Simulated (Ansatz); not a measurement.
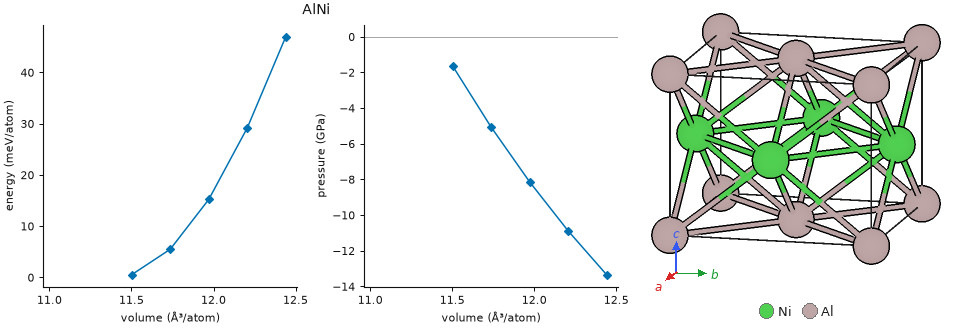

Plotted: energy and pressure against volume for AlNi, space group Cmmm (No. 65). The conventional cell is drawn beside the plot.

Cell as given: a = 2.752 Å, b = 2.752 Å, c = 3.099 Å, α = 90.00°, β = 90.00°, γ = 90.43°; 2 atoms.

Computed with Ansatz 0.2.0: all-electron LAPW DFT, collinear spins; energies at scaled volumes of the given cell, shape and fractions fixed, counted from the fit's minimum, third-order Birch-Murnaghan fit. Level: LDA, collinear spin.

| setting | value |
| --- | --- |
| k mesh | 10×10×9 |
| occupations | Fermi–Dirac |
| smearing width | 0.05 eV |
| potentials | all electron LAPW, scalar relativistic |
| program settings | basis error eV/atom 0.001 |

The points at volume 11.03 Å³/atom and 11.27 Å³/atom are left out of the plot. What values does the calculation give there?

```tsv
volume (Å³/atom)	energy (meV/atom)	pressure (GPa)
11.03	7.18	6.47
11.27	0.89	2.20
```

Caveats: the program warns: seeded moment not kept; shape and atomic fractions are frozen while scaling, which makes layered, chain and framework solids too stiff.
